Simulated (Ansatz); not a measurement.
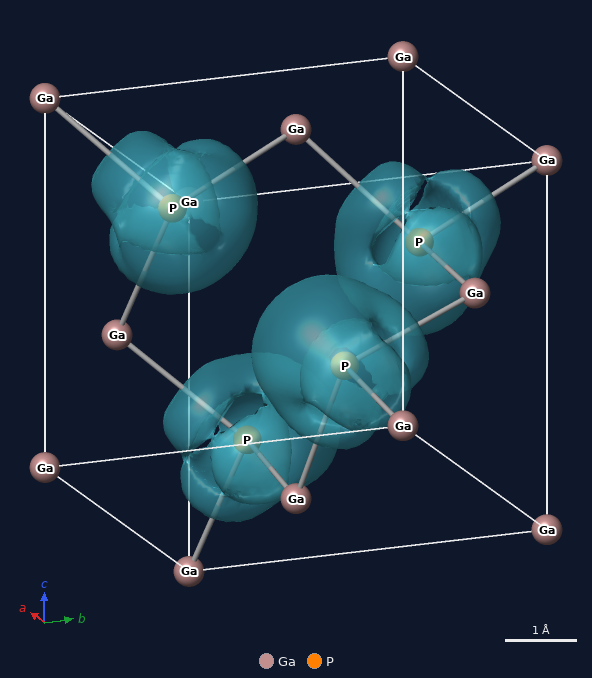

Figure 1: Ga3P4 (cell charge −2, with a compensating background) (distorted or defective cell). Isosurface of the electron localisation function at 0.75 (cyan), seen at an oblique angle. Core shells and regions of very low density are left out. Sticks mark near contacts.

Spin-polarised.

Method: DFT PBE, scalar-relativistic, plane waves, PAW (Ansatz 0.2.0).

Input

```
crystal:
  lattice:
    - [0.0, -5.5051169748, 0.0]
    - [0.0, 0.0, 5.5051169748]
    - [-5.5051169748, 0.0, 0.0]
  atoms:
    - { symbol: Ga, position: [0.5, 0.5, 1.0] }
    - { symbol: Ga, position: [0.0, 0.0, 0.0] }
    - { symbol: Ga, position: [0.5, 0.0, 0.5] }
    - { symbol: P, position: [0.2391306878, 0.2608693122, 0.2608693122], spin: 0.75 }
    - { symbol: P, position: [0.7608693122, 0.2608693122, 0.7391306878], spin: 0.75 }
    - { symbol: P, position: [0.2391306878, 0.7391306878, 0.7391306878], spin: 0.75 }
    - { symbol: P, position: [0.7608693122, 0.7391306878, 0.2608693122], spin: 0.75 }
  host:
    lattice:
      - [0.0, 2.7525584874, 2.7525584874]
      - [2.7525584874, 0.0, 2.7525584874]
      - [2.7525584874, 2.7525584874, 0.0]
    atoms:
      - { symbol: Ga, position: [0.0, 0.0, 0.0] }
      - { symbol: P, position: [0.25, 0.25, 0.25] }
total_charge: -2
basis:
  ecutwfc: 420
  xc_grid: 2
kpoints:
  mp_grid: { grid: [3, 3, 3], shift: [0.0, 0.0, 0.0] }
hamiltonian:
  xc: pbe
scf:
  occupations: { method: gaussian, width: 0.01 }
output:
  forces: true
  stress: false
  eigenvalues: true
  populations: true
  charged_corrections:
    defect_position: [0.0, 0.5, 0.5]
    epsilon: [[12.8535, 0.0, 0.0], [0.0, 12.8535, 0.0], [0.0, 0.0, 12.8535]]
  write_density: true
  write_potential: true
  elf: true
  volumetric_format: npy
magnetization:
  spin_polarized: true
relax:
  adjacent_minimum: "off"
  f_tol: 0.025
  max_steps: 45
```

Command:

```sh
ansatz run input.yaml --threads 4 --pin off --max-ram 8192MiB --backend cpu --events-out ev --progress --plain --runs-dir out
```

The fields are those of the relaxed geometry.

Q: Describe the localisation domains.

A: The surface consists of four regions wrapped around P (the valence shell of each), counted in one cell of 7 atoms. Regions shared between cells count once. Profiles from the grid: Ga–P (2.42 Å): the ELF peaks at about 0.90 in the valence shell of P, 0.9 Å from its nucleus, and is about 0.75 at the midpoint.
